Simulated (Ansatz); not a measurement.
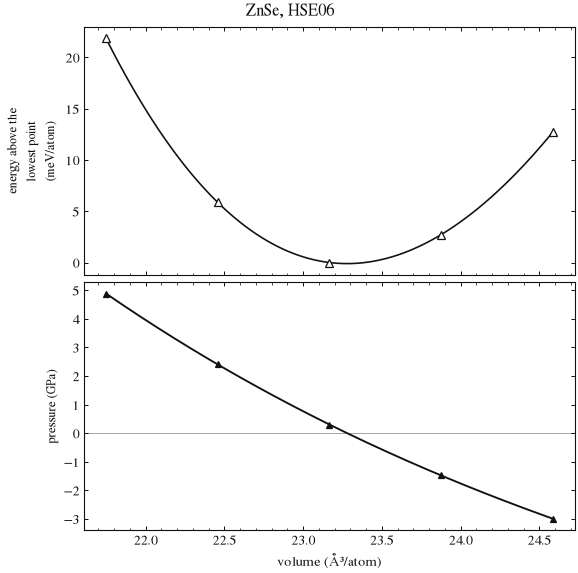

Figure. Energy above the lowest point and pressure against volume for ZnSe, space group F-43m (No. 216) (one of a set of cubic test structures, which need not be the stable phase).

A third-order Birch–Murnaghan fit gives V0 = 23.28 Å³/atom, B0 = 61.8 GPa and B′ = 4.4. The energy above the lowest point is 21.8 meV/atom at volume 21.75 Å³/atom and 12.7 meV/atom at 24.59 Å³/atom; the lowest computed point is at volume 23.17 Å³/atom (0.0 meV/atom), and no other minimum shows among the points. The pressure falls from 4.882 GPa at volume 21.75 Å³/atom to −2.996 GPa at 24.59 Å³/atom, and changes sign near 23.29 Å³/atom.

Calculation (Ansatz 0.2.0 development build): equation of state of a cubic crystal from periodic Kohn-Sham density functional theory without spin, third-order Birch-Murnaghan fit to the free energies; pressure corrected for the finite basis. Level: HSE06.

- structure type: zinc blende
- atoms in cell: 2
- space group number: 216
- lattice centring: face-centred primitive
- k mesh: 4×4×4
- occupation method: Fermi–Dirac
- occupation width: 0.05 eV
- wave cutoff: 660 eV
- datasets: hand-made PAW
- density tolerance: 0 eV
- bands: 22
- density cutoff ratio: 4
- search for lower states: default
- exchange singularity: regularized

Limits of the calculation: modest k-mesh, values are not fully converged in k.
